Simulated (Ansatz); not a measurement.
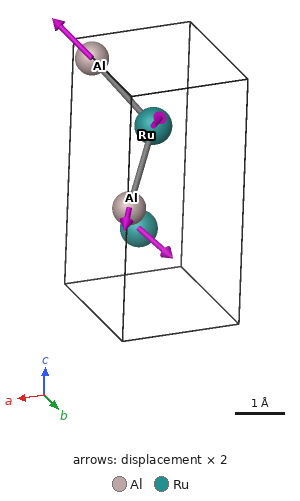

This is a relaxation of a crystal of AlRu (set up in P1). The starting structure is drawn; purple arrows show the displacements (the part carried along by the change of the cell is left out), magnified 2 times.

A ball-and-stick model of the cell of the calculation, reduced to other axes, seen from a free direction. Lengths and directions refer to the drawn axes.

Case: all atoms moved at random, sigma 0.4 Å for each component, cell strained at random, sigma 0.06; relaxed back.

Level of theory: DFT PBEsol, scalar-relativistic, plane waves, PAW (Ansatz). (plane-wave cutoff 420 eV; k-point mesh 12 × 12 × 6; occupations gaussian; smearing width 0.15 eV; no spin polarisation; cell and atoms relaxed; force threshold 0.01 eV/Å; at most 80 steps)

Q: What happened in the run?

A: After 6 accepted moves (8 points after the start) the energy has fallen by 1797 meV per atom. The largest force component goes from 11 to 0.00033 eV/Å. Pressure: 67.00 GPa at the start and 0.01 GPa at the end. At 2 points the geometry stayed and the basis and grid were re-selected for the new cell (energy shift of 2.6 meV per atom at most each time). The largest move relative to the cell is that of an Al atom, 0.60 Å along [2 −3 1]. By element the largest moves are Al 0.60 Å, Ru 0.55 Å. Cell: a 2.915 → 2.975 Å (+2.1 %), b 2.950 → 2.976 Å (+0.9 %), c 5.892 → 5.953 Å (+1.0 %), α 85.5° → 90.0°, β 81.7° → 90.0°, γ 80.7° → 90.0°. Volume +6.7 %. Among the contacts that change: Al–Ru 3.425 → 2.577 Å, Al–Ru 3.293 → 2.577 Å, Al–Ru 1.891 → 2.577 Å, Al–Ru 1.952 → 2.577 Å. New bonds form, among them: Al–Ru (3.19 → 2.58 Å), Al–Ru (3.29 → 2.58 Å), Al–Ru (3.43 → 2.58 Å). Bond angles that change, for instance: Ru–Al–Ru 143.0° → 180.0°, Al–Ru–Al 106.1° → 70.5°, Al–Ru–Al 148.8° → 180.0°. The space group (tolerance 0.01 Å) goes from P1 (No. 1) to Pm-3m (No. 221). The run took 8.5 min on 1 thread of Arm Neoverse V1, with other jobs on the host, peak memory 0.74 GiB.
